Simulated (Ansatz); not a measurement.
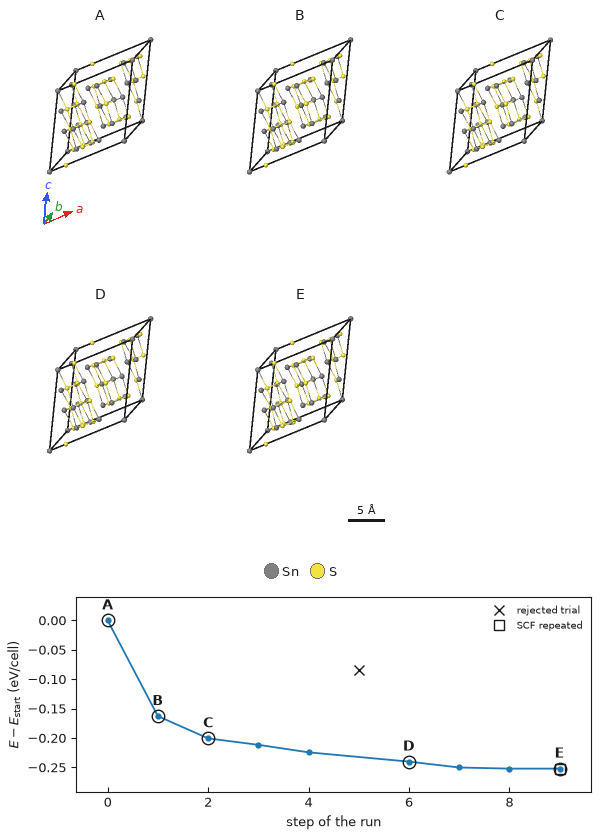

Frames of a relaxation of a defect cell of composition Sn24S23, marked on the history of the run. A ball-and-stick model of the cell of the calculation (origin shifted), seen slightly off an axis.

Case: S vacancy (site c), charge +0, atoms relaxed at the host's cell.

Theory: DFT PBE, scalar-relativistic, plane waves, PAW in Ansatz 0.2.0. (plane-wave cutoff 420 eV; k-point mesh 2 × 2 × 2; occupations gaussian; smearing width 0.02 eV; no spin polarisation; atoms relaxed in a fixed cell; force threshold 0.025 eV/Å; at most 45 steps)

### What happens along the run?

The atom that moves furthest is a Sn atom (0.27 Å along +a). By element the largest moves are Sn 0.27 Å, S 0.15 Å. The lattice vectors keep their values. Near-neighbour distances that change, for instance: S–Sn 2.925 → 3.224 Å, S–Sn 2.925 → 2.767 Å, S–Sn 2.925 → 3.031 Å, S–Sn 2.925 → 2.846 Å. Bond angles that change, for instance: Sn–S–Sn 169.3° → 178.4°, S–Sn–S 169.3° → 176.8°, Sn–S–Sn 95.4° → 88.2°. After 7 accepted moves (9 points after the start) the energy has fallen by 0.252 eV per cell of the calculation. The largest force component goes from 0.62 to 0.023 eV/Å. The line search rejected the trial step at point 5 of the run. 1 step only repeated the SCF at the same geometry. The run took 9.3 min on 4 threads of Arm Neoverse V1 (shared host), peak memory 6.7 GiB. From step 0 to 1: a Sn atom moves most (0.19 Å), energy −0.163 eV per cell of the calculation. From step 1 to 2: a Sn atom moves most (0.18 Å), energy −37.8 meV per cell of the calculation. From step 2 to 6: Sn atoms move most (0.08 Å), energy −39.5 meV per cell of the calculation. From step 6 to 9: Sn atoms move most (0.09 Å), energy −11.9 meV per cell of the calculation.
